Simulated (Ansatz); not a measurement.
**Ga3AsP2: density, localisation and related maps**

```
Ga P As
1.0
     3.93589    0.00000    0.00000
    -1.96794    3.40858    0.00000
     0.00000    0.00000   19.46994
Ga P As
6 4 2
Direct
  0.33333 0.66667 0.32996
  0.33333 0.66667 0.66665
  0.33333 0.66667 0.00347
  0.66667 0.33333 0.16665
  0.66667 0.33333 0.50347
  0.66667 0.33333 0.82996
  0.33333 0.66667 0.12631
  0.33333 0.66667 0.78988
  0.66667 0.33333 0.28988
  0.66667 0.33333 0.62631
  0.33333 0.66667 0.45773
  0.66667 0.33333 0.95773
```

Space group P6₃mc; a structure generated by program, which may or may not match a known phase.

These are results of DFT PBE, scalar-relativistic, plane waves, PAW (Ansatz 0.2.0), not measurements.

The density is the valence pseudo-density of a PAW calculation; it isn't the true density close to the nuclei.

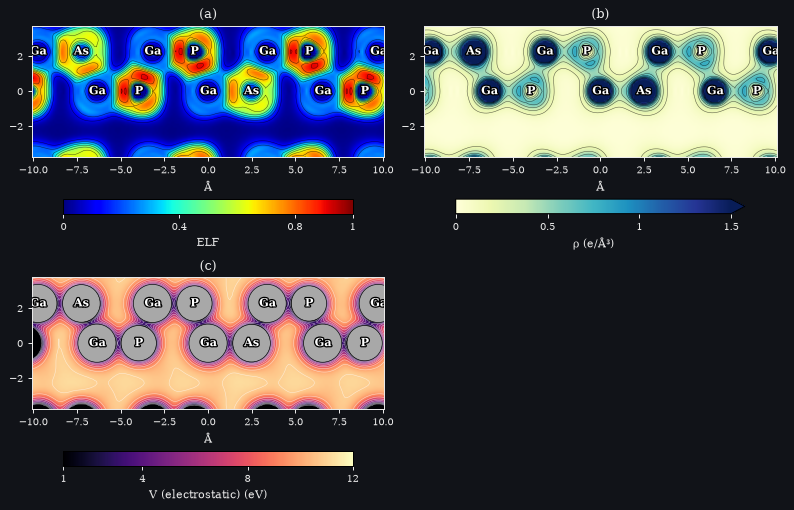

Figure 1. (a) ELF; (b) valence electron density; (c) electrostatic potential (local pseudopotential plus Hartree) felt by an electron on the (110) plane of the conventional cell. Grey discs cover the atomic cores in the potential map.

Read the bonding off the picture.

The plane passes through Ga, P and As nuclei. Ga–P (2.39 Å): ρ at the midpoint is about 0.5 e/Å³; the ELF peaks at about 0.90 in the valence shell of P, 0.7 Å from its nucleus, and is about 0.75 at the midpoint. Ga–As (2.44 Å): the density is about 0.51 e/Å³ at the midpoint; the ELF peaks at about 0.80 between the atoms (localised, covalent bonding). Ga–As (2.49 Å): the density is about 0.48 e/Å³ at the midpoint, with its minimum of 0.4 e/Å³ about 1.1 Å from Ga; the ELF peaks at about 0.80 between the atoms; localised, covalent bonding. Between the atoms the lowest density in this plane is 0.01 e/Å³. Outside the cores the potential energy rises away from the atoms and is highest about 2.3 Å from the nearest atoms; its zero is arbitrary.

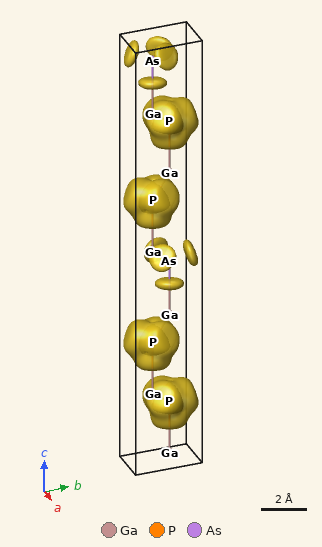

Figure 2. Isosurface of the electron localisation function at 0.7 (yellow), seen slightly off an axis. Core shells and regions of very low density are left out. Sticks mark near contacts.

Describe the localisation domains.

At this value the surface marks out eight regions between bonded As–Ga atoms (shared pairs) and four regions on P in which the atom's valence shell and bonds are merged, counted in one cell of 12 atoms. Regions shared between cells count once.

Does the calculation make it a metal, or give it a gap?

It is gapped, with a Kohn–Sham gap of 0.90 eV on the k-point mesh, an upper bound to the gap of this method.
